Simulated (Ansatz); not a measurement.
# CuO: single-point calculation (part 2 of 2)

Continued. System: CuO (Cc, 8 atoms in the cell). Method: DFT, PBE+U, PAW, plane waves, scalar-relativistic, Ueff = 4 eV on Cu d, spin-polarised (Ansatz 0.2.0); cutoff 420 eV, 4×8×4 k-mesh, Fermi–Dirac smearing of 0.1 eV, collinear spins. The structure derives from an entry of the Crystallography Open Database. It belongs to a series of runs on one base structure; here: moments +--- scaled by 0.4, plain SCF.

Geometry of the input (Å; fractional positions):
```
4.6927  -3.4283  0.0000
2.3464  1.7142  0.0000
-0.8519  0.0000  5.0659
Cu 0.0017  0.4967  0.0000
Cu 0.5017  0.4967  0.0000
Cu 0.2483  0.0033  0.5000
Cu 0.7483  0.0033  0.5000
O  0.2860  0.4073  0.2602
O  0.7859  0.4073  0.2602
O  0.2036  0.5719  0.7602
O  0.7036  0.5719  0.7602
```

Log, continued
```
SCF iter  42: F=—  HF=-28761.339700 eV  |F-HF|=—  |Δ(HF+E_count)|=   8.28e-7  Δρ=1.44e-5 (↑1.44e-5 ↓1.09e-5)  dr2=1.71e-7  dr2_m=7.94e-8  M=-0.954 μB ∫|m|=2.243 μB  β_m=1.00  ethr=9.16e-11  ⟨swp⟩=2.0  Hψ=14277  notcnv=0
SCF iter  43: F=—  HF=-28761.339701 eV  |F-HF|=—  |Δ(HF+E_count)|=   2.33e-7  Δρ=3.67e-5 (↑3.67e-5 ↓1.23e-5)  dr2=7.03e-7  dr2_m=3.35e-7  M=-0.955 μB ∫|m|=2.243 μB  β_m=1.00  ethr=9.16e-11  ⟨swp⟩=2.0  Hψ=14520  notcnv=0  recentre
SCF iter  44: F=-28761.339700 eV  HF=-28761.339700 eV  |F-HF|=7.64e-8  |Δ(HF+E_count)|=   2.94e-7  Δρ=6.81e-6 (↑6.81e-6 ↓4.04e-6)  dr2=6.18e-8  dr2_m=2.09e-9  M=-0.954 μB ∫|m|=2.242 μB  ethr=9.16e-11  ⟨swp⟩=5.0  Hψ=48130  notcnv=0
the last iteration of the SCF fills more bands at one k-point than at another: 49 at σ=↑ k=0 and 50 at σ=↑ k=8; 50 at σ=↓ k=0 and 51 at σ=↓ k=9 (a band counts as filled where it holds over half of its capacity, the bands of one level by their mean; [...]
The SCF converged. Along the directions that its mixing steps explored, a Ritz value of the dielectric operator 1 − χ₀K read negative at each of the last 4 readings (its real part and the size of its imaginary part sum to between -0.64 and -0.57).
SCF 1 converged in 44 iterations: F = -28761.339700 eV  dr2 = 6.18e-8
  greatest PAW one-centre occupation: 1.000 electrons in one spin orbital (limit 2), on the Cu atom at site 1 (counted from 0), in its partial waves of l = 0
```

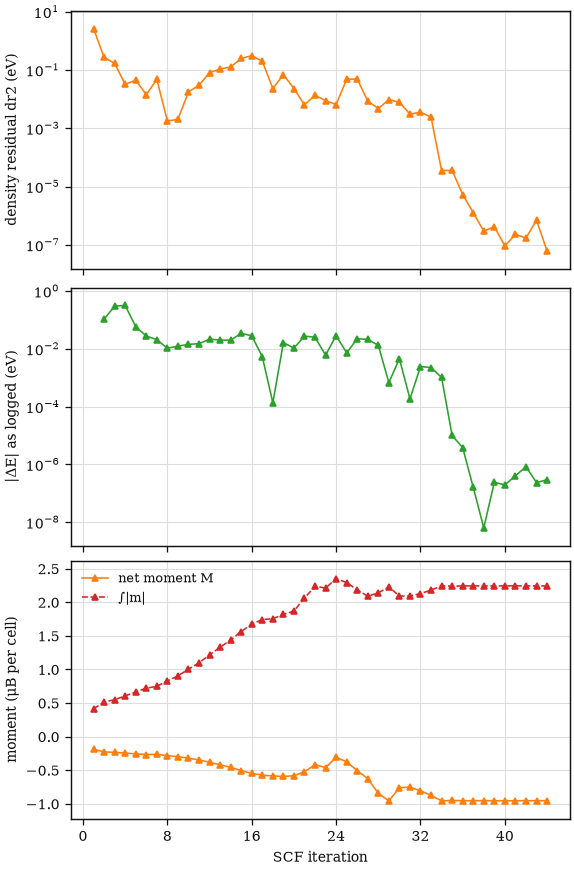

Fig. 1: Convergence of the self-consistent field: density residual dr2, size of the energy change and magnetic moment against the SCF iteration. The residual falls unevenly and jumps up by a factor of two or more 9 times on the way down. The net moment goes from −0.2 to −1.0 μB per cell.

```
No search for a lower state was made along the close's negative reading: the deck asks for none (scf.lower_state_search: off) (following: asked_to_warn; scf.lower_state_search in the input reference).
SCF converged after 44 iterations
Magnetization: -0.9535 μB (49.5232 up, 50.4768 down)
Absolute magnetization: 2.2187 μB (∫|ρ↑−ρ↓|, with the PAW one-centre terms)
Spin contamination: 0.7503 ħ² per cell (⟨S²⟩ above its minimum at these occupations)
Per-site moments (μB) at R_I (Å): [(0.4959159597322857, 0.7781644329193188), (-0.13266057487947705, 0.7781644329193187), (-0.4902018920305839, 0.7781644329193188), (-0.4852964929749407, 0.778164432919319), (-0.07698448395173853, 0.7781644329193188), (-0.09193463698884174, 0.778164432919319), (-0.07226277417415287, 0.7781644329193188), (-0.06653473182972106, 0.7781644329193187)]
Free energy (F): -28761.339700 eV
Harris-Foulkes:  -28761.339700 eV  (|F-HF|=7.64e-8)
Internal energy: -28761.252204 eV  (E = F + TS)
E sigma→0 (E₀):  -28761.295952 eV
Entropy (-TS):   -0.087497 eV (-10.937 meV/atom)
Fermi energy:    11.793072 eV
--- Per-component energies (eV) ---
  E_band       = -1780.964488
  E_kinetic    = 1887.402577
  E_local      = -19386.439858  (includes V_loc(G=0)·N_el)
  E_nonlocal   = 1762.694171
  E_hartree    = 8401.918053
  E_xc         = -647.290323
  E_vxc        = -830.921274  (∫ρ·V_xc dr)
  E_hubbard    = 2.900717  (on-site DFT+U / exact-exchange correction)
  E_vhub       = -69.602827  (the Hubbard potential's part of the band-sum identity)
  E_paw        = -7283.499274  (= ΣΔE_a)
  E_vpaw       = -1947.924136  (= ΣTr[D̂ρ^β])
  E_aug_tail   = 0.010869  (compensation charges beyond the density's cutoff)
  E_ewald      = -13498.949135
  E_smearing   = -0.087497  (= −TS)
  E_closure    = -0.000000  (closes the sum)
  Σ components = -28761.339700   (vs F -28761.339700, Δ=0.00e0)
--- Forces (eV/Å), atoms counted from 1 ---
  atom   1  Cu    -0.76875078     0.28940269     0.69233798
  atom   2  Cu    -0.77785357     0.27867225     0.69314658
  atom   3  Cu    -0.77907996    -0.27199098     0.71585219
  atom   4  Cu    -0.72812393    -0.24763256     0.72555033
  atom   5  O      0.76379599     0.26325176    -0.76651459
  atom   6  O      0.81893428     0.13998151    -0.79027134
  atom   7  O      0.71552103    -0.16571594    -0.64031531
  atom   8  O      0.75555404    -0.28596957    -0.62978240
  max |Σ_I F_I| component: 3.42e-6 eV/Å
--- Stress (GPa, compression-positive) ---
        7.999131       0.173118      -2.193783
        0.173115       7.489977       0.169526
       -2.193783       0.169524       8.188055
  P = ⅓ Tr σ = 7.8924 GPa (78.924 kbar)
--- Band table (eV; the first three rows and the last of 136) ---
  k-point 0 ↑: bands = ["-100.9034", "-100.1486", "-100.1254", "-99.8418", "-58.5811", "-58.5692", "-57.6488", "-57.6296", "-57.6135", "-57.6059", "-57.5895", "-57.3711", "-57.3616", "-57.3516", "-57.3389", "-56.9727", "-7.7105", "-6.9438", "-6.3475", "-6.2141", "3.5851", "4.6539", "4.7711", "5.4548", "5.7914", "6.4185", "6.6407", "6.8686", "7.1030", "7.2585", "7.4571", "7.5476", "7.7044", "7.8024", "7.8959", "7.9531", "8.0641", "8.1031", "8.2310", "8.5062", "8.6305", "9.0294", "9.2605", "9.2994", "9.3673", "9.5453", "9.7016", "10.1109", "11.2948", "12.3151", "12.8978", "13.2379", "13.6632", "16.9726", "18.1926", "18.4580", "19.0614", "20.2753", "23.2515", "23.4773", "24.7790"]
  k-point 1 ↑: bands = ["-100.9034", "-100.1486", "-100.1255", "-99.8418", "-58.5811", "-58.5692", "-57.6488", "-57.6295", "-57.6135", "-57.6059", "-57.5895", "-57.3711", "-57.3617", "-57.3514", "-57.3389", "-56.9726", "-7.5406", "-6.8762", "-6.5845", "-6.2928", "4.1208", "4.4196", "4.9709", "5.7337", "5.8839", "6.3683", "6.5239", "6.7781", "7.0271", "7.3252", "7.4211", "7.5752", "7.6965", "7.7609", "7.9003", "7.9569", "8.0317", "8.0880", "8.1658", "8.2757", "8.4592", "8.9443", "9.0283", "9.2265", "9.3083", "9.6316", "9.7926", "9.8595", "11.2278", "12.2433", "13.0281", "13.0942", "14.5079", "16.9796", "17.3526", "18.8833", "19.2110", "21.5084", "21.9157", "24.2201", "25.4888"]
  k-point 2 ↑: bands = ["-100.9035", "-100.1486", "-100.1255", "-99.8419", "-58.5811", "-58.5692", "-57.6488", "-57.6295", "-57.6135", "-57.6059", "-57.5894", "-57.3711", "-57.3618", "-57.3513", "-57.3389", "-56.9726", "-7.1055", "-7.0848", "-6.7838", "-6.3955", "4.3221", "5.0100", "5.4044", "5.4416", "6.0021", "6.1077", "6.2669", "6.8697", "6.9658", "7.2636", "7.2920", "7.5825", "7.6993", "7.7611", "7.8395", "7.9761", "7.9823", "8.0346", "8.1321", "8.3150", "8.5529", "8.6808", "8.8147", "8.9585", "9.2458", "9.3399", "10.0238", "10.1134", "11.1028", "12.1615", "12.8751", "13.1716", "15.9808", "15.9932", "17.2358", "18.6459", "20.2421", "20.6725", "23.8011", "23.8158", "25.0464"]
  k-point 67 ↓: bands = ["-100.8094", "-100.7792", "-100.2317", "-100.0166", "-58.4880", "-58.4551", "-58.4534", "-58.4232", "-57.7252", "-57.7031", "-57.5932", "-57.5892", "-57.5712", "-57.5606", "-57.4323", "-57.0658", "-6.7267", "-6.7231", "-6.4864", "-6.4508", "4.7121", "4.7389", "5.3046", "5.3382", "5.5502", "5.6234", "5.7538", "5.8630", "6.2824", "6.3807", "7.0346", "7.1048", "7.5113", "7.5460", "7.6984", "7.7396", "7.7996", "7.9086", "7.9610", "8.1049", "8.6678", "8.8261", "8.8853", "8.9811", "9.1957", "9.2136", "9.6165", "9.7507", "10.6356", "10.6568", "11.4104", "12.2658", "17.4570", "17.6106", "18.2530", "18.2798", "20.9446", "21.0528", "21.3470", "21.4197", "24.4861"]
Occupation matrices written to [file]
```

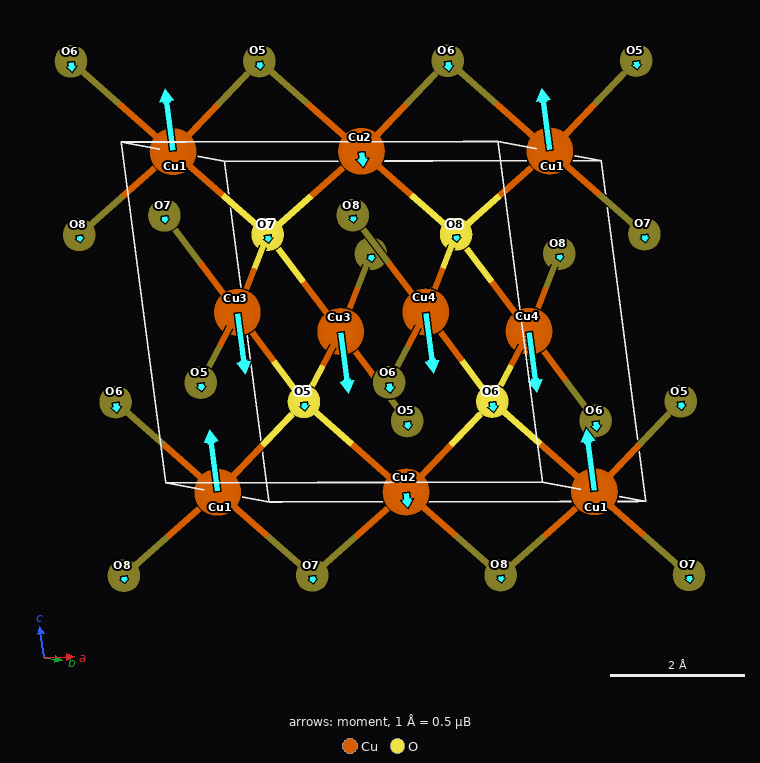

Fig. 2: Magnetic moments of the sites as teal arrows (ball-and-stick view of the cell of the calculation, seen at an oblique angle; neighbours outside the cell are drawn fainter; atoms are numbered from 1 in the order of the input); small moments hardly show. The run is collinear, so the axis drawn is arbitrary. Site moments: Cu1 (0.50 μB); Cu3, Cu4 (−0.49 μB); Cu2 (−0.13 μB); O6 (−0.09 μB); O5 (−0.08 μB); O7, O8 (−0.07 μB). They are counted near the atoms and needn't add up to the moment of the cell.

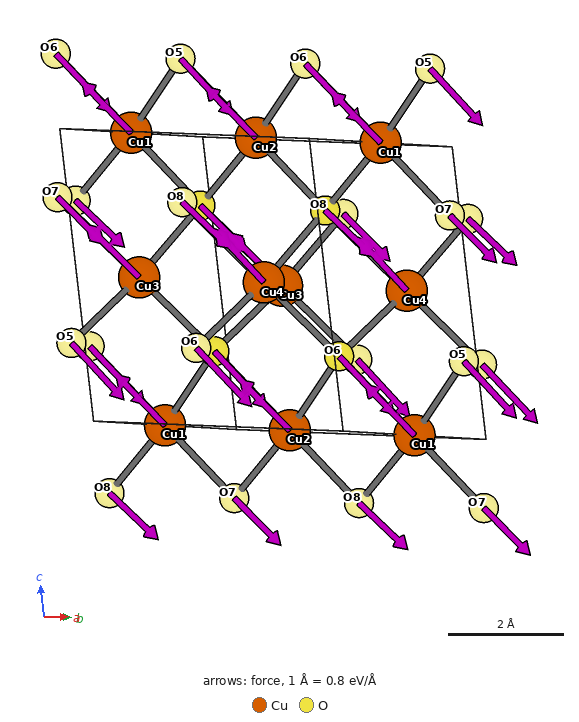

Fig. 3: Forces on the atoms as pink arrows (ball-and-stick view of the cell of the calculation, seen at an oblique angle; neighbours outside the cell are drawn fainter; atoms are numbered from 1 in the order of the input). The largest act on O6 (1.15 eV/Å); O5 (1.11 eV/Å); Cu3 (1.09 eV/Å); Cu2 (1.08 eV/Å), among others. The geometry is not a stationary point of this energy.

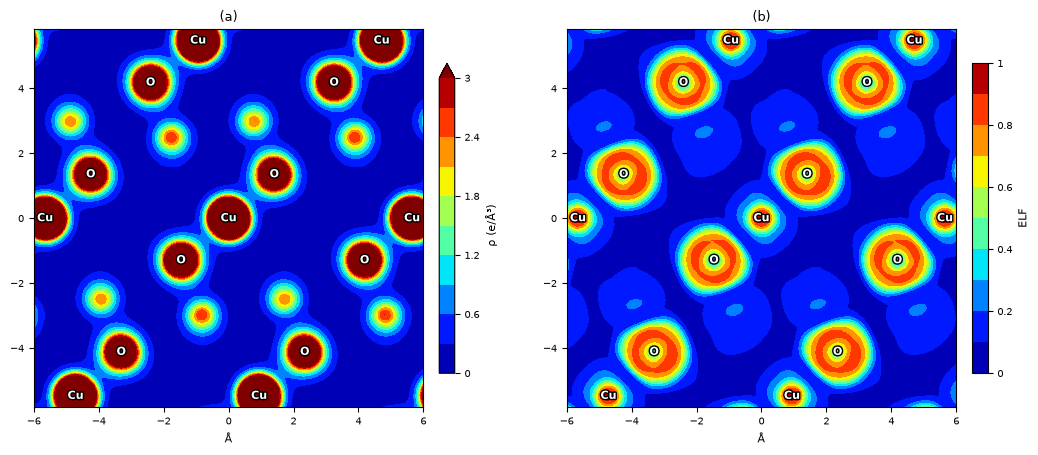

Fig. 4: (a) valence pseudo-density; (b) ELF on the (11̄0) plane of the conventional cell of the magnetic structure. The section cuts through Cu and O sites. Cu–O (1.96 Å): ρ at the midpoint is about 0.64 e/Å³; the ELF is about 0.20 at the midpoint (no shared pair; the contact is polar). Away from the nuclei the density in this plane falls to 0.06 e/Å³ at its lowest. The strong features right at Cu lie inside the PAW spheres (semicore, d or f shells) and say nothing about bonding. Core electrons are frozen (PAW), so the fields are smoothed inside the atomic spheres.

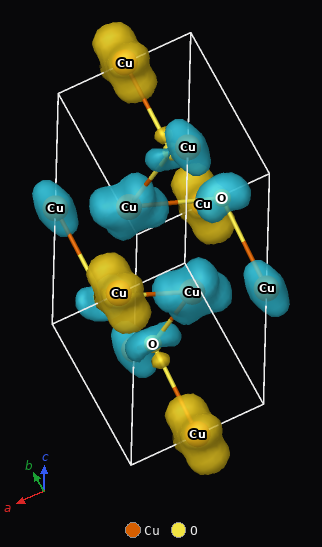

Fig. 5: Isosurfaces of the magnetisation density (up minus down) at +0.1 (yellow) and −0.1 e/Å³ (cyan), seen at an oblique angle. Sticks mark near contacts. The outline is the cell set on symmetry axes of the magnetic structure. The spin density sits on Cu: +0.5 μB and −0.5 μB (×2) in one cell of 8 atoms: ferrimagnetic. The cell of the calculation (8 atoms) carries 1.0 μB net.

Key numbers

```json
{"quantity": "outcome", "value": "converged"}
{"quantity": "space group (tolerance 0.01 Å)", "value": "Cc (9)"}
{"quantity": "electrons treated", "value": "100"}
{"quantity": "free energy", "value": "−28761.3397 eV"}
{"quantity": "Fermi energy", "value": "11.793 eV"}
{"quantity": "net moment of the cell", "value": "−0.95 μB"}
{"quantity": "integrated absolute moment", "value": "2.22 μB"}
{"quantity": "pressure", "value": "7.89 GPa"}
{"quantity": "largest force (length of the vector)", "value": "1.147 eV/Å"}
{"quantity": "wall time", "value": "2.9 min (CPU time 5.7 min)"}
{"quantity": "peak memory", "value": "0.79 GiB"}
```

Notes

The electronic state found may not be the lowest one. The program warns: a screening estimate came out negative during mixing. The cell is under a pressure of 7.9 GPa at this level, so it is not at its equilibrium volume.
